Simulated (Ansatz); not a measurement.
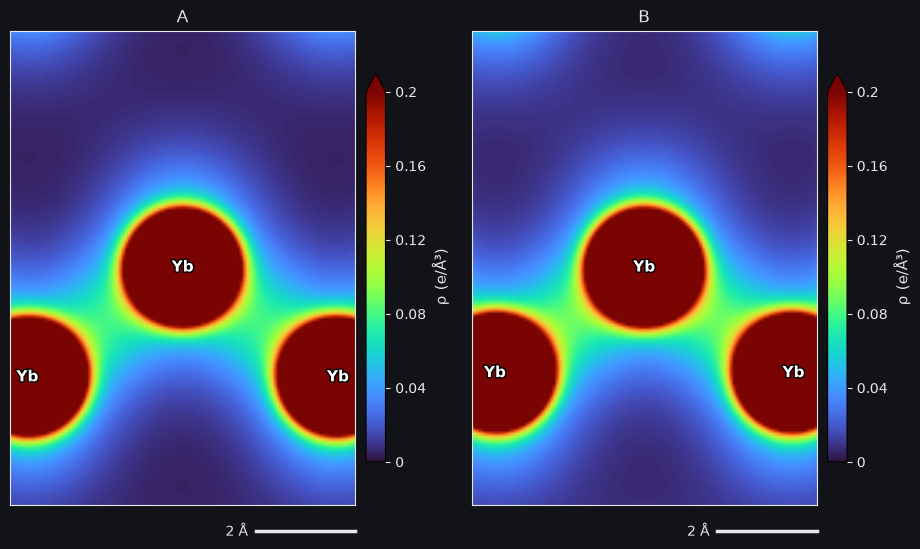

Yb. The valence electron density of two cells that differ in size, on the (011̄) plane of each (indices in the axes of the calculation cell), at one length scale and on one colour scale; one has 76.6 and the other 86.1 Å³ an atom.

Theory: Ansatz 0.2.0, DFT, r2SCAN, plane waves (500 eV) with PAW, scalar-relativistic.

The density is the valence pseudo-density of a PAW calculation; it isn't the true density close to the nuclei.

The larger cell:

```cif
data_structure
_symmetry_space_group_name_H-M 'P 1'
_symmetry_Int_Tables_number 1
_cell_length_a 6.2460
_cell_length_b 6.2460
_cell_length_c 6.2460
_cell_angle_alpha 60.000
_cell_angle_beta 60.000
_cell_angle_gamma 60.000
_cell_volume 172.30
loop_
_atom_site_label
_atom_site_type_symbol
_atom_site_fract_x
_atom_site_fract_y
_atom_site_fract_z
_atom_site_occupancy
Yb1 Yb 0.12500 0.12500 0.12500 1
Yb2 Yb 0.87500 0.87500 0.87500 1
```

The smaller cell: a = 6.005 Å, b = 6.005 Å, c = 6.005 Å, α = 60.00°, β = 60.00°, γ = 60.00°.

Q: Which panel shows the smaller cell, and what does the compression change?

A: Panel B is the smaller cell, by 11 % in volume. From the larger cell to the smaller, Yb–Yb goes from 3.82 to 3.68 Å, and the density at its midpoint from 0.08 to 0.09 e/Å³, the ELF there from 0.60 to 0.50; the pressure goes from −0.3 to 0.2 GPa.
